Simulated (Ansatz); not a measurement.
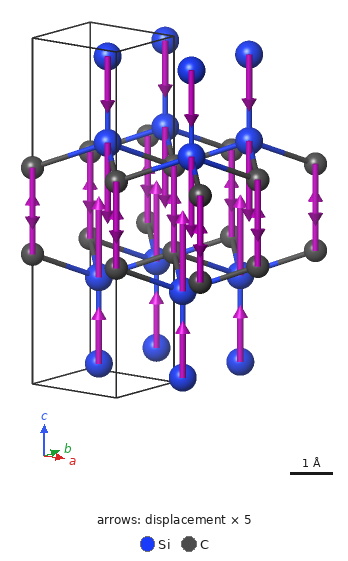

A relaxation of a crystal of Si$_{2}$C (a generated structure, set up in P-3m1) (coarse preliminary run). The starting structure is drawn; purple arrows show the displacements (the part carried along by the change of the cell is left out), 5 times their true length.

A ball-and-stick model of the cell of the calculation, repeated 2 × 2 × 1 with one cell outlined, seen slightly off an axis.

These are results of DFT PBE, scalar-relativistic, plane waves, PAW (Ansatz), not measurements.

Input file:
```yaml
crystal:
  lattice:
    - [3.44077715, 0.0, 0.0]
    - [-1.72038858, 2.97980042, 0.0]
    - [0.0, 0.0, 8.42814835]
  atoms:
    - { symbol: Si, position: [0.33333333, 0.66666667, 0.04166667] }
    - { symbol: Si, position: [0.66666667, 0.33333333, 0.70833333] }
    - { symbol: Si, position: [0.33333333, 0.66666667, 0.29166667] }
    - { symbol: Si, position: [0.66666667, 0.33333333, 0.95833333] }
    - { symbol: C, position: [0.0, 0.0, 0.375] }
    - { symbol: C, position: [0.0, 0.0, 0.625] }
basis:
  ecutwfc: 420
kpoints:
  mp_grid: { grid: [6, 6, 2] }
hamiltonian:
  xc: pbe
scf:
  occupations: { method: gaussian, width: 0.1 }
  lower_state_search: "off"
output:
  forces: true
  stress: true
  eigenvalues: true
relax:
  adjacent_minimum: "off"
  f_tol: 0.04
  max_steps: 70
  cell: { stress_tol: 0.4 }
```

Command:
```bash
ansatz run input.yaml --threads 1 --pin off --max-ram 2560MiB --backend cpu --events-out ev --progress --plain --runs-dir out
```

Question: Describe the change and its energy.

Answer: The energy falls by 526 meV per atom in 10 accepted moves (13 points after the start). Largest force component: 6.3 eV/Å at the start, 0.014 eV/Å at the end. Pressure: 5.05 GPa at the start and 0.03 GPa at the end. The line search rejected the trial steps at points 7, 9 of the run. At 1 point the geometry stayed and the basis and grid were re-selected for the new cell (energy shift of less than 0.05 meV per atom at most each time). The largest moves relative to the cell, 0.40 Å, are those of Si2 and Si3. Si3 goes along +c. Largest moves by element: Si 0.40 Å, C 0.30 Å. The drawn cell changes as follows: a = b 3.441 → 3.211 Å (−6.7 %), c 8.428 → 8.905 Å (+5.7 %); the volume changes by −8.0 %. Among the contacts that change: C5–C6 2.107 → 1.620 Å, Si1–Si3 2.107 → 2.343 Å, Si1–Si4 2.107 → 2.265 Å, Si2–C6 2.107 → 1.965 Å. New bonds form: C5–C6 (2.11 → 1.62 Å). Bond angles that change, for instance: Si4–Si1–Si4 109.5° → 90.3°, Si3–Si1–Si4 109.5° → 125.0°. The space group stays P-3m1 (No. 164). The run took 24 s on 1 thread of Arm Neoverse V1, on a shared host, peak memory 0.33 GiB.

Limits of the set-up: the k-point mesh is coarse for a cell with partly filled bands.
